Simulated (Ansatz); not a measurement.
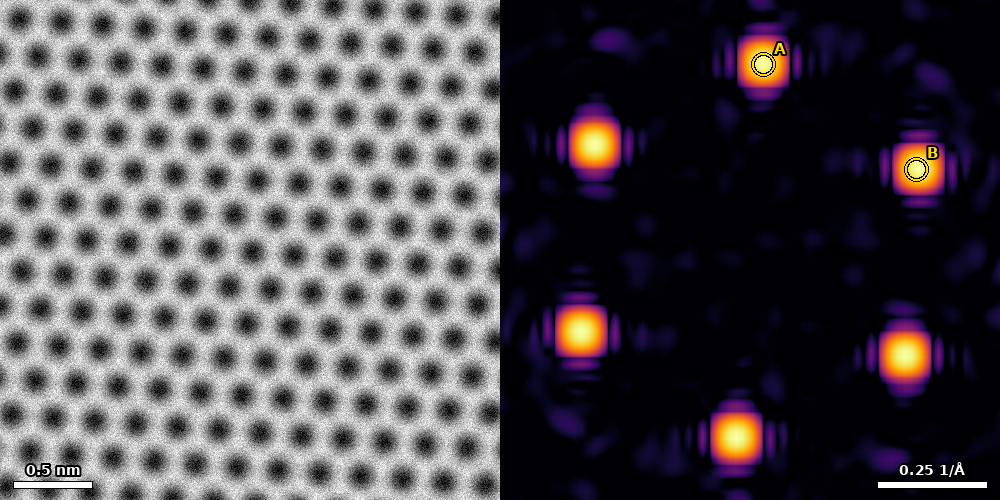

HRTEM-like image of a crystal. Simulated in the weak-phase-object approximation with neutral-atom potentials: 300 kV, Cs = 0.60 mm, defocus −412 Å (negative is underfocus), defocus spread 30 Å, aperture 0.58 1/Å. Shot noise was added.

The right panel is the modulus of the image's Fourier transform on a logarithmic scale.

### Which lattice spacings do the marked spots stand for, and what angle do A and B enclose?

A: 2.3 Å, B: 2.3 Å; A and B enclose about 60°.

The crystal is Ti (P6/mmm, No. 191) along [001]; the spots are (110) and (2 -1 0). Structure: the geometry given to an electronic-structure calculation, possibly off equilibrium; the starting structure was generated, so it need not be a known form of this composition.
